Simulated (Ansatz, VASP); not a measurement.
**MgAu: VASP beside Ansatz**

One calculation is typed for both programs; each brings its own data sets and cutoff. How far apart do they land? The structure shown is the end of the VASP relaxation below.

Calculated with Ansatz 0.2.0; plane waves, with VASP 6.6.1 beside it; single point at PBEsol.

## Step 1: The starting structure

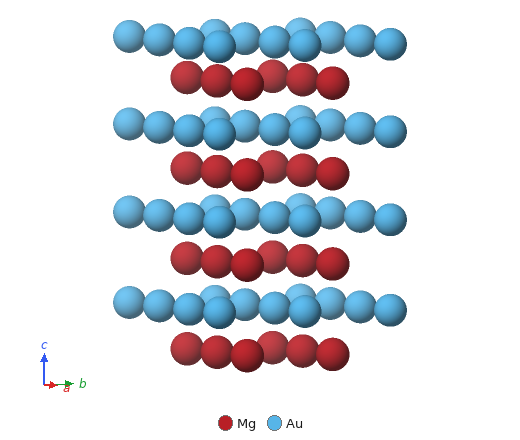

The starting structure, seen from the side, with the c axis up (magnesium red, gold blue). 3×2×1 cells are drawn. Some periodic images of atoms are drawn too.

The cell holds 8 atoms: 4 Mg and 4 Au. Cell: a = 3.259 Å, b = 3.259 Å, c = 26.407 Å, α = 90.0°, β = 90.0°, γ = 90.0°. It derives from MgAu. The (1 0 0) slab of MgAu, cut from the database cell (so at first; earlier steps may have moved the atoms). Vacuum lies along c.

As a file:

```xyz
8
Lattice="3.2590 0.0000 0.0000 0.0000 3.2590 0.0000 0.0000 0.0000 26.4065" Properties=species:S:1:pos:R:3
Mg    1.6295    1.6295    7.5000
Mg    1.6295    1.6295   10.7590
Mg    1.6295    1.6295   14.0084
Mg    1.6295    1.6295   17.2708
Au    0.0000    0.0000    9.1295
Au    0.0000    0.0000   12.3885
Au    0.0000    0.0000   15.5589
Au    0.0000    0.0000   18.7102
```

## Step 2: VASP: relaxation, PBEsol

This run makes the geometry at which the two programs are then compared.

Lines of VASP's logs that name or quote its potential files are left out, and so is its time.

The input, INCAR:

```
SYSTEM = MgAu
PREC = Normal
ENCUT = 300
EDIFF = 1E-05
NELM = 120
ISMEAR = 1
SIGMA = 0.1
LREAL = .FALSE.
ALGO = Fast
GGA = PS
NBANDS = 34
LORBIT = 11
LWAVE = .FALSE.
LCHARG = .FALSE.
KPAR = 2
IBRION = 2
NSW = 40
ISIF = 2
EDIFFG = -0.03
POTIM = 0.4
MAXMIX = 40
IDIPOL = 3
LDIPOL = .TRUE.
DIPOL = 0.5 0.5 0.5
```

The input, POSCAR:

```
MgAu
1.0
    3.2590000000      0.0000000000      0.0000000000
    0.0000000000      3.2590000000      0.0000000000
    0.0000000000      0.0000000000     26.4065000000
Mg Au
4 4
Selective dynamics
Direct
    0.5000000000      0.5000000000      0.2840209800  F F F
    0.5000000000      0.5000000000      0.4074375600  F F F
    0.5000000000      0.5000000000      0.5308541500  T T T
    0.5000000000      0.5000000000      0.6542707300  T T T
    0.0000000000      0.0000000000      0.3457292700  F F F
    0.0000000000      0.0000000000      0.4691458500  F F F
    0.0000000000      0.0000000000      0.5925624400  T T T
    0.0000000000      0.0000000000      0.7159790200  T T T
```

The input, KPOINTS:

```
Automatic mesh
0
Gamma
8 8 1
0 0 0
```

Potentials, in the order of the species: Mg and Au (PBE family, release 64).

On the command line:

```console
$ mpirun -np 2 vasp_std
```

Numbers of over 12 decimals in the logs are rounded to 6 here.

The program printed:

```text
[banner, memory and clock lines left out]
running    2 mpi-ranks, on    1 nodes
 distrk:  each k-point on    1 cores,    2 groups
 distr:  one band on    1 cores,    1 groups

 POSCAR found type information on POSCAR MgAu
 POSCAR found :  2 types and       8 ions
|                                                                             |
|               ----> ADVICE to this user running VASP <----                  |
|                                                                             |
|     You enforced a specific xc type in the INCAR file but a different       |
|     [... a line on the potential file left out ...]
|     I HOPE YOU KNOW WHAT YOU ARE DOING!                                     |
|                                                                             |

 LDA part: xc-table for (Slater+PW92), standard interpolation
 POSCAR, INCAR and KPOINTS ok, starting setup
 FFT: planning ... GRIDC
 FFT: planning ... GRID_SOFT
 FFT: planning ... GRID
 WAVECAR not read
 entering main loop
       N       E                     dE             d eps       ncg     rms          rms(c)
DAV:   1     0.239497372067E+03    0.23950E+03   -0.15778E+04  1020   0.813E+02
DAV:   2    -0.131612659896E+02   -0.25266E+03   -0.23481E+03  1298   0.193E+02
DAV:   3    -0.278417809216E+02   -0.14681E+02   -0.14362E+02  1220   0.469E+01
DAV:   4    -0.281175313783E+02   -0.27575E+00   -0.27526E+00  1248   0.682E+00
DAV:   5    -0.281245204326E+02   -0.69891E-02   -0.69859E-02  1316   0.105E+00    0.108E+01
RMM:   6    -0.269097442867E+02    0.12148E+01   -0.94015E+00  1026   0.148E+01    0.587E+00
RMM:   7    -0.370203583355E+02   -0.10111E+02   -0.47094E+00  1030   0.650E+00    0.115E+01
RMM:   8    -0.258941474191E+02    0.11126E+02   -0.16778E+00  1030   0.447E+00    0.358E+00
RMM:   9    -0.257564075275E+02    0.13774E+00   -0.47507E-01  1034   0.241E+00    0.165E+00
RMM:  10    -0.256207254342E+02    0.13568E+00   -0.11684E-01  1031   0.134E+00    0.610E-01
RMM:  11    -0.256143977158E+02    0.63277E-02   -0.16518E-02  1044   0.612E-01    0.295E-01
RMM:  12    -0.256141788796E+02    0.21884E-03   -0.82118E-03  1036   0.418E-01    0.166E-01
RMM:  13    -0.256129497321E+02    0.12291E-02   -0.11535E-03  1062   0.132E-01    0.892E-02
RMM:  14    -0.256126458416E+02    0.30389E-03   -0.37047E-04  1022   0.887E-02    0.353E-02
RMM:  15    -0.256126191847E+02    0.26657E-04   -0.75812E-05   908   0.374E-02    0.179E-02
RMM:  16    -0.256126312464E+02   -0.12062E-04   -0.26368E-05   680   0.185E-02    0.160E-02
RMM:  17    -0.256126299508E+02    0.12956E-05   -0.15269E-05   654   0.146E-02
   1 F= -.25612630E+02 E0= -.25610488E+02  d E =-.256126E+02
[... from here on, the cycles between the ionic steps are left out ...]
   2 F= -.25632395E+02 E0= -.25630384E+02  d E =-.197654E-01
   3 F= -.25656072E+02 E0= -.25654722E+02  d E =-.434419E-01
  12 F= -.25667860E+02 E0= -.25667169E+02  d E =-.320389E-02
  13 F= -.25667864E+02 E0= -.25667185E+02  d E =-.320803E-02
  14 F= -.25667864E+02 E0= -.25667179E+02  d E =-.320817E-02
  15 F= -.25668843E+02 E0= -.25668176E+02  d E =-.979525E-03
  16 F= -.25670002E+02 E0= -.25669354E+02  d E =-.213792E-02
  17 F= -.25670316E+02 E0= -.25669647E+02  d E =-.245196E-02
  18 F= -.25670601E+02 E0= -.25669955E+02  d E =-.273744E-02
  19 F= -.25671059E+02 E0= -.25670419E+02  d E =-.457372E-03
  20 F= -.25671538E+02 E0= -.25670902E+02  d E =-.937153E-03
 curvature:  -5.19 expect dE=-0.373E-03 dE for cont linesearch -0.664E-04
 ZBRENT: increasing intervall
 opt :   5.7615  next Energy=   -25.671597 (dE=-0.996E-03)
 bond charge predicted
       N       E                     dE             d eps       ncg     rms          rms(c)
DAV:   1    -0.256687247924E+02    0.28145E-02   -0.40271E+00  1022   0.818E+00    0.981E-02
RMM:   2    -0.256713017020E+02   -0.25769E-02   -0.24468E-02  1031   0.107E+00    0.770E-02
RMM:   3    -0.256716797363E+02   -0.37803E-03   -0.38198E-03  1074   0.387E-01    0.532E-02
RMM:   4    -0.256717682969E+02   -0.88561E-04   -0.11990E-03  1166   0.163E-01    0.182E-02
RMM:   5    -0.256717835675E+02   -0.15271E-04   -0.17857E-04   854   0.515E-02    0.872E-03
RMM:   6    -0.256717905620E+02   -0.69945E-05   -0.16317E-05   650   0.154E-02
  21 F= -.25671791E+02 E0= -.25671133E+02  d E =-.118925E-02
 curvature:  -4.59 expect dE=-0.111E-03 dE for cont linesearch -0.354E-04
 trial: gam= 0.00000 g(F)=  0.242E-04 g(S)=  0.000E+00 ort =-0.124E-03 (trialstep = 0.200E+01)
 search vector abs. value=  0.242E-04
 reached required accuracy - stopping structural energy minimisation
```

From OUTCAR (step 2):

```text
ion  position               nearest neighbor table
   1  0.500  0.500  0.284-   5 2.82   5 2.82   5 2.82   5 2.82   2 3.26
   2  0.500  0.500  0.407-   5 2.82   6 2.82   5 2.82   6 2.82   5 2.82   6 2.82   5 2.82   6 2.82
                             1 3.26   3 3.26
   3  0.500  0.500  0.531-   7 2.82   7 2.82   7 2.82   7 2.82   6 2.82   6 2.82   6 2.82   6 2.82
                             4 3.26   2 3.26
   4  0.500  0.500  0.654-   7 2.82   8 2.82   7 2.82   8 2.82   7 2.82   8 2.82   7 2.82   8 2.82
                             3 3.26
   5  0.000  0.000  0.346-   1 2.82   2 2.82   1 2.82   2 2.82   1 2.82   2 2.82   1 2.82   2 2.82
                             6 3.26
   6  0.000  0.000  0.469-   2 2.82   2 2.82   2 2.82   2 2.82   3 2.82   3 2.82   3 2.82   3 2.82
                             5 3.26   7 3.26
   7  0.000  0.000  0.593-   3 2.82   4 2.82   3 2.82   4 2.82   3 2.82   4 2.82   3 2.82   4 2.82
                             8 3.26   6 3.26
   8  0.000  0.000  0.716-   4 2.82   4 2.82   4 2.82   4 2.82   7 3.26

  LATTYP: Found a simple tetragonal cell.
 ALAT       =     3.2590000000
 C/A-ratio  =     8.1026388463

 Subroutine GETGRP returns: Found  8 space group operations
 (whereof  8 operations were pure point group operations)

The static configuration has the point symmetry C_4v.

 Found     15 irreducible k-points:

   k-points           NKPTS =     15   k-points in BZ     NKDIM =     15   number of bands    NBANDS=     34

   dimension x,y,z NGX =    14 NGY =   14 NGZ =  112
   dimension x,y,z NGXF=    28 NGYF=   28 NGZF=  224

   ENCUT  =  300.0 eV  22.05 Ry    4.70 a.u.   4.60  4.60 37.29*2*pi/ulx,y,z

   NELECT =      52.0000    total number of electrons

 k-points in reciprocal lattice and weights: Automatic mesh
   0.00000000  0.00000000  0.00000000       0.016
   0.12500000  0.00000000  0.00000000       0.062
   0.25000000  0.00000000  0.00000000       0.062
   0.37500000  0.00000000  0.00000000       0.062
   0.50000000  0.00000000  0.00000000       0.031
   0.12500000  0.12500000  0.00000000       0.062
   0.25000000  0.12500000  0.00000000       0.125
   0.37500000  0.12500000  0.00000000       0.125
   0.50000000  0.12500000  0.00000000       0.062
[...]
0.50000000  0.37500000  0.00000000       0.062
   0.50000000  0.50000000  0.00000000       0.016

 dipolmoment           0.000000      0.000000      0.079112 electrons x Angstroem

 average (electrostatic) potential at core
       1 -40.5823       2 -39.9105       3 -39.8618       4 -39.7990       5 -72.6715
       6 -72.7556       7 -72.6727       8 -71.9538

 E-fermi :   1.2508

 k-point     1 :       0.0000    0.0000    0.0000
  band No.  band energies     occupation
    ...
     22      -2.2048      2.00000
     23      -2.2048      2.00000
     24      -1.9458      2.00000
     25      -0.9669      2.00000
     26       0.2138      2.00000
     27       1.8070     -0.00000
     28       3.4912      0.00000
     29       4.6840      0.00000
     30       5.5564      0.00000
     31       6.0805      0.00000
    ...

 k-point     2 :       0.1250    0.0000    0.0000
  band No.  band energies     occupation
    ...
     22      -2.3383      2.00000
     23      -2.1955      2.00000
     24      -2.0444      2.00000
     25      -0.8534      2.00000
     26       0.4425      2.00000
     27       2.0677     -0.00000
     28       3.7548      0.00000
     29       4.9048      0.00000
     30       5.1374      0.00000
     31       5.8113      0.00000
    ...

 k-point     3 :       0.2500    0.0000    0.0000
  band No.  band energies     occupation
    ...
     22      -2.2860      2.00000
     23      -2.1572      2.00000
     24      -1.9760      2.00000
     25      -0.4767      2.00000
     26       1.0486      2.01487
     27       2.5234     -0.00000
     28       2.6771     -0.00000
     29       3.1372     -0.00000
     30       4.2126      0.00000
     31       4.5552      0.00000
    ...

  Total       -1.2796348     -1.2796348     -1.3078350      0.0000000     -0.0000000      0.0000000
  in kB       -7.3099949     -7.3099949     -7.4710901      0.0000000     -0.0000000      0.0000000
  external PRESSURE =      -7.3636933 kB  Pullay stress =       0.0000000 kB

  energy-cutoff  :      300.00
  volume of cell :      280.47
      direct lattice vectors                 reciprocal lattice vectors
     3.259000000  0.000000000  0.000000000     0.306842590  0.000000000  0.000000000
     0.000000000  3.259000000  0.000000000     0.000000000  0.306842590  0.000000000
     0.000000000  0.000000000 26.406500000     0.000000000  0.000000000  0.037869464

 POSITION                                       TOTAL-FORCE (eV/Angst)
 -----------------------------------------------------------------------------------
      1.62950      1.62950      7.50000         0.000000      0.000000      0.448570
      1.62950      1.62950     10.75900         0.000000      0.000000     -0.103875
      1.62950      1.62950     14.00842         0.000000      0.000000      0.003591
      1.62950      1.62950     17.27076         0.000000      0.000000     -0.013464
      0.00000      0.00000      9.12950         0.000000     -0.000000     -0.321064
      0.00000      0.00000     12.38850         0.000000      0.000000     -0.040480
      3.25900      0.00000     15.55894        -0.000000      0.000000      0.019553
      0.00000      3.25900     18.71024         0.000000     -0.000000      0.007168
 -----------------------------------------------------------------------------------
    total drift:                                0.000000     -0.000000      0.013899

  FREE ENERGIE OF THE ION-ELECTRON SYSTEM (eV)
  ---------------------------------------------------
  free  energy   TOTEN  =       -25.6717905620 eV

  energy  without entropy=      -25.6698188120  energy(sigma->0) =      -25.67113331

 reached required accuracy - stopping structural energy minimisation

 vacuum level on the upper side and lower side of the slab         5.740         4.376

 total charge
# of ion       s       p       d       tot
------------------------------------------
    1        0.200   0.115   0.017   0.332
    2        0.179   0.154   0.032   0.364
    3        0.183   0.158   0.034   0.375
    4        0.179   0.154   0.035   0.367
    5        0.707   0.353   8.667   9.726
    6        0.699   0.349   8.680   9.728
    7        0.702   0.347   8.681   9.730
    8        0.686   0.198   8.745   9.628
--------------------------------------------------
tot          3.534   1.827  34.889  40.250

[... 3 further parts left out ...]
```

CONTCAR:

```
MgAu
   1.00000000000000
     3.2589999999999999    0.0000000000000000    0.0000000000000000
     0.0000000000000000    3.2589999999999999    0.0000000000000000
     0.0000000000000000    0.0000000000000000   26.4065000000000012
  Mg              Au
     4     4
Selective dynamics
Direct
     0.5000000000000000    0.5000000000000000    0.2840209800000011   F   F   F
     0.5000000000000000    0.5000000000000000    0.4074375599999982   F   F   F
     0.5000000000000000    0.5000000000000000    0.5304914869438242   T   T   T
     0.5000000000000000    0.5000000000000000    0.6540345378928167   T   T   T
     0.0000000000000000    0.0000000000000000    0.3457292699999996   F   F   F
     0.0000000000000000    0.0000000000000000    0.4691458499999968   F   F   F
     1.0000000000000000    0.0000000000000000    0.5892088391328207   T   T   T
     0.0000000000000000    1.0000000000000000    0.7085469171054654   T   T   T
```

(Continued in part 2 of 2.)

[Lines on the potential files, build, host, timing and source positions are cut from VASP's logs without a mark.]

[Logs are printed without paths, hosts, clocks, repeated set-up lines and the standing remarks that a program may print on its own settings, such as how far it seeks lower states.]

[Hosts, paths, dates, database ids (printed as entryN), source tags and the programs' standing remarks are cut or masked in the printed files.]
